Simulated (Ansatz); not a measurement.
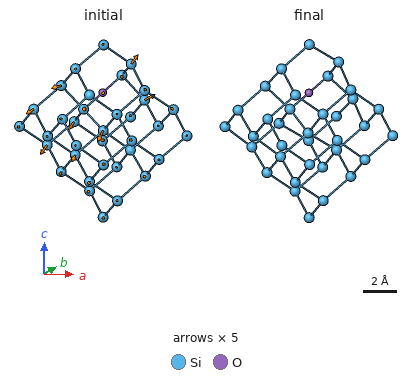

The structure of a defect cell of composition Si216O (cell charge +1) before (left) and after (right) a relaxation, at one scale. The orange arrows give the displacements, 5 times their true length.

A ball-and-stick model of the atoms within 5.8 Å of the atom that moves most (axes of the cell of the calculation (origin shifted)), seen slightly off an axis.

These are results of Ansatz 0.2.0, DFT, PBEsol, PAW, plane waves, not measurements. Set-up: plane-wave cutoff 420 eV; k-point mesh 1 × 1 × 1; mesh shifted by (0.25, 0.25, 0.25); collinear spin; atoms relaxed in a fixed cell; force threshold 0.03 eV/Å; at most 80 steps.

### Summarise the run.

Over 4 geometry steps the energy falls by 2.268 eV per cell of the calculation. Largest force component: 2 eV/Å at the start, 0.022 eV/Å at the end. The largest move is that of a Si atom, 0.17 Å along [−1 −2 −3]. Largest moves by element: Si 0.17 Å, O 0.05 Å. The cell doesn't change. Among the contacts that change: Si–Si 2.207 → 2.329 Å, Si–Si 2.413 → 2.349 Å, Si–Si 2.383 → 2.323 Å, Si–Si 2.300 → 2.358 Å. Among the angles between lasting bonds that change: Si–Si–Si 115.0° → 110.3°, Si–Si–Si 119.8° → 115.5°, Si–Si–O 98.9° → 103.1°. The program noted that the starting moments weren't kept. The run took 52 s on 1 × NVIDIA GB300 with 8 threads of Arm Neoverse-V2, peak memory 3.4 GiB.

Limits of the set-up: the cell is charged, on a uniform background, and energies carry no finite-size correction.
